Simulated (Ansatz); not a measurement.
BeS: several calculations on one system

**1. Relaxation**

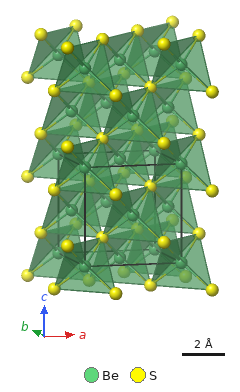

This is the input geometry for a relaxation of solid BeS (set up in F-43m). Style: polyhedral. Shown: the conventional cell (4 times the calculation's cell), repeated 1 × 1 × 2 with one cell outlined, slightly off an axis. Lengths and directions refer to the drawn axes.

Theory: Ansatz, DFT PBEsol, scalar-relativistic, plane waves, PAW.

Input file:
```yaml
crystal:
  lattice:
    - [0.0, 2.4351516489, 2.4351516489]
    - [2.4351516489, 0.0, 2.4351516489]
    - [2.4351516489, 2.4351516489, 0.0]
  atoms:
    - { symbol: Be, position: [0.0, 0.0, 0.0] }
    - { symbol: S, position: [0.75, 0.75, 0.75] }
basis:
  ecutwfc: 420
kpoints:
  mp_grid: { grid: [8, 8, 8] }
hamiltonian:
  xc: pbesol
scf:
  occupations: { method: gaussian, width: 0.02 }
output:
  forces: true
  stress: true
  eigenvalues: true
relax:
  adjacent_minimum: "off"
  f_tol: 0.005
  max_steps: 80
  cell: { stress_tol: 0.05 }
```

> What does the optimiser find from here?

No atom moves by more than 0.005 Å relative to the cell. The drawn cell changes as follows: a = b = c 4.870 → 4.838 Å (−0.7 %); the volume changes by −2.0 %. Among the contacts that change: Be1–S2 2.109 → 2.095 Å. The space group stays F-43m (No. 216). After 2 accepted moves (3 points after the start) the energy has fallen by 1.7 meV per atom. All forces vanish by symmetry, so only the cell relaxes. Pressure: −1.87 GPa at the start and 0.02 GPa at the end. At 1 point the geometry stayed and the basis and grid were re-selected for the new cell (energy shift of less than 0.05 meV per atom at most each time).

**2. Relaxation**

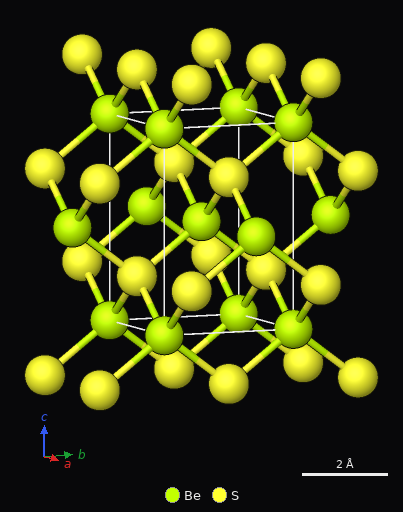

Crystalline BeS (set up in I-4m2), before the relaxation. A ball-and-stick model of the cell of the calculation, seen slightly off an axis.

Case: biaxial strain in the a-b plane of -3.0 %; c and atoms relaxed.

Theory: DFT PBEsol, scalar-relativistic, plane waves, PAW (Ansatz 0.2.0).

Input file:
```yaml
crystal:
  lattice:
    - [2.3462881988, 2.3462881988, 0.0]
    - [-2.3462881988, 2.3462881988, 0.0]
    - [0.0, 0.0, 4.9247863637]
  atoms:
    - { symbol: Be, position: [0.0, 0.0, 0.0] }
    - { symbol: Be, position: [0.5, 0.5, 0.5] }
    - { symbol: S, position: [0.5, 0.0, 0.25] }
    - { symbol: S, position: [0.0, 0.5, 0.75] }
basis:
  ecutwfc: 420
kpoints:
  mp_grid: { grid: [8, 8, 6] }
hamiltonian:
  xc: pbesol
scf:
  occupations: { method: gaussian, width: 0.02 }
output:
  forces: true
  stress: true
  eigenvalues: true
relax:
  adjacent_minimum: "off"
  f_tol: 0.008
  max_steps: 40
  cell: { stress_tol: 0.015, fix: [a, b, gamma] }
```

> Predict the outcome.

No atom moves by more than 0.005 Å relative to the cell. Cell: a = b unchanged at 3.318 Å, c 4.925 → 4.953 Å (+0.6 %). Volume +0.6 %. Among the contacts that change: Be1–S3 2.066 → 2.070 Å. The space group stays I-4m2 (No. 119). After 2 accepted moves (3 points after the start) the energy has fallen by 0.3 meV per atom. All forces vanish by symmetry, so only the cell relaxes. Pressure: 4.53 GPa at the start and 3.87 GPa at the end. At 1 point the geometry stayed and the basis and grid were re-selected for the new cell (energy shift of less than 0.05 meV per atom at most each time). The run took roughly 6 core-seconds on a shared host.

History of the run:

```tsv
step	E − E(0), meV/atom	pressure, GPa	volume, Å³/atom	note
0	0.00	4.53	13.556	
1	-0.24	4.08	13.609	
2	-0.26	3.87	13.634	
3	-0.27	3.87	13.634	same geometry, new basis
```

**3. Series**

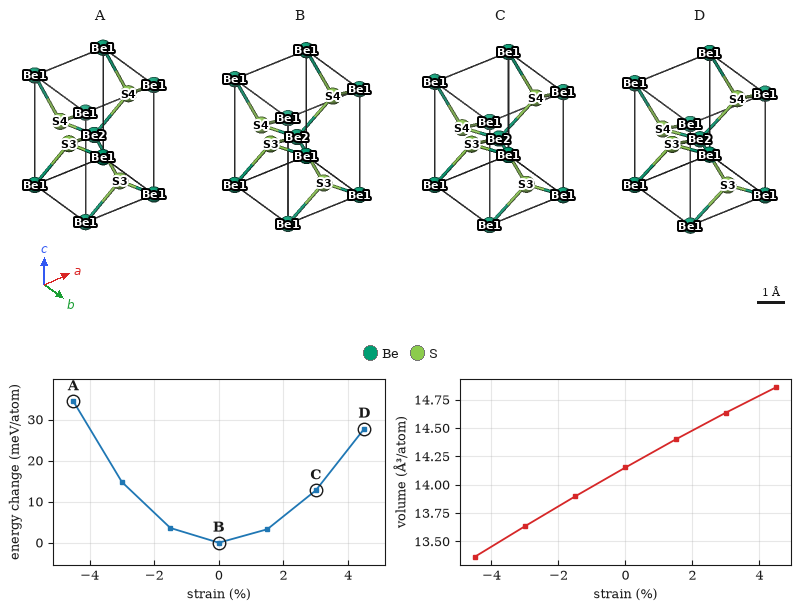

Members of a series of calculations on a crystal of BeS (set up in F-43m), marked on the first curve. Style: ball-and-stick. Shown: the cell of the calculation, from a free direction.

These are results of Ansatz, DFT PBEsol, scalar-relativistic, plane waves, PAW, not measurements. (plane-wave cutoff 420 eV; k-point mesh 8 × 8 × 6; occupations gaussian; smearing width 0.02 eV; no spin polarisation)

Question: Which kind of strain is it, and how does the structure respond?

Answer: Biaxial strain in the a–b plane, c and atoms relaxed. A (strain −4.5 %): energy change 34.4 meV/atom, volume 13.36 Å³ per atom. B (strain 0.0 %): energy change 0.0 meV/atom, volume 14.15 Å³ per atom. C (strain 3.0 %): energy change 12.7 meV/atom, volume 14.64 Å³ per atom. D (strain 4.5 %): energy change 27.8 meV/atom, volume 14.86 Å³ per atom. The rest compares A with D. The volume changes by +11.2 %, with a = b 3.267 → 3.575 Å (+9.4 %), c 5.009 → 4.652 Å (−7.1 %). Near-neighbour distances before and after: Be–S 2.058 → 2.132 Å.
